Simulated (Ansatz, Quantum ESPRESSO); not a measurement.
# Predicting the next point of a tunnelling series: graphene layers between Cu(111) leads

Method. Quantum ESPRESSO 7.5 (pw.x, pwcond.x), PBE, GBRV ultrasoft; geometry as built. T is the transmission per spin at the Fermi level, averaged over the mesh across the current, in a cell of 5.74 Å². The series steps the number of sheets.

| width (layers) | T |
| --- | --- |
| 1 | 0.0412 |
| 2 | 0.00177 |
| 3 | 7.64e−5 |

To predict: What is T at 4 layers?

By hand: In the tunnelling regime ln T falls linearly. The last two rows give a slope of ln(0.00177/7.64e−5)/(3 − 2) = 3.143 per layer, so T(4) ≈ 7.64e−5 × exp(−3.143 × 1) = 3.3e−6.

**The withheld run.** T = 3.36e−6; the estimate is 0.98 times that. The slope over the last interval is 3.125: the same within 8 %. Points of the mesh with over 2.5 times the mean carry 70 % of this T, so the value leans on the mesh. A second code, Ansatz 0.2.0, gives 2.98e−6.

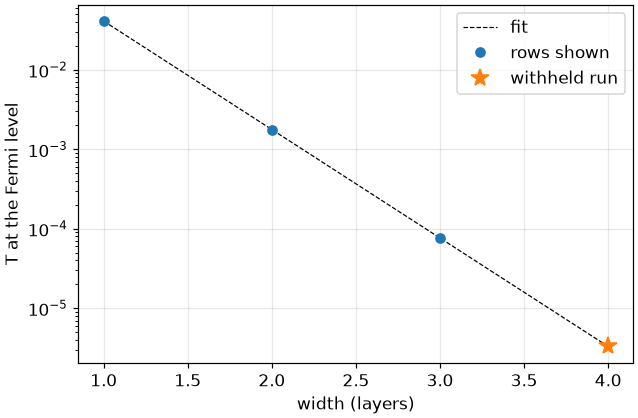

The rows shown, the fit and the withheld run.

Caveats: Short leads, unrelaxed atoms, a barrier without the image potential and an untested mesh.
